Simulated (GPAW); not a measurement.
The K K edge of atom 2 in KBr (Fm-3m), with 6 Br at 3.30 Å (octahedral, site symmetry m-3m), was computed in 3 ways: full core hole (charged cell), half core hole and no core hole. Program and functional: GPAW, PBE, Gaussian full width 0.9 eV up to 4 eV, rising linearly to 3.5 eV at 25 eV; cells of 2 and 8 atoms (the run without a hole in the smaller).

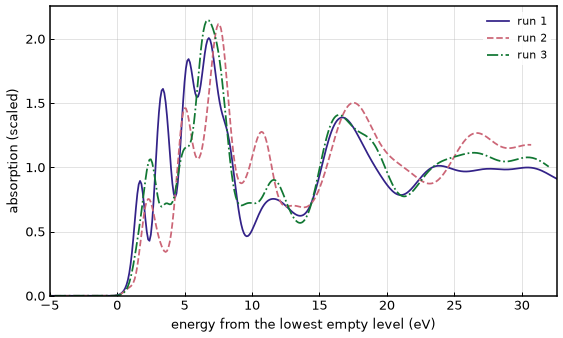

Each run is counted from its own lowest empty level or Fermi level and scaled to a mean of 1 over its first 20 eV.

Q: Which run is which?

Run 1: full core hole (charged cell) (area from −2 to 6 eV 5.6, main maxima 1.7 eV (0.89), 3.4 eV (1.61), 5.3 eV (1.84), 6.8 eV (2.01) and 16.7 eV (1.39)). Run 2: no core hole (area from −2 to 6 eV 3.7, main maxima 2.3 eV (0.75), 5.0 eV (1.46), 7.5 eV (2.12), 10.7 eV (1.28) and 17.5 eV (1.50)). Run 3: half core hole (area from −2 to 6 eV 4.4, main maxima 2.5 eV (1.06), 6.7 eV (2.15), 16.4 eV (1.41) and 26.4 eV (1.11)). With each curve scaled to its own mean, the area from −2 to 6 eV with the hole is 5.6 against 3.7, and the centre of weight from −1 to 20 eV moves by -0.9 eV: the hole pulls the absorber's empty states down.

[Hosts, paths, dates, database ids (printed as entryN), source tags and the programs' standing remarks are cut or masked in the printed files.]

[Lists of maxima count a maximum above −3 eV only where it reaches 4 % of the highest in the window and stands out from its surroundings by 2 % of it (1.5 % where it reaches 55 %); shoulders and weaker maxima are passed over, and of the rest the first, up to two pre-edge ones and the few strongest are named.]
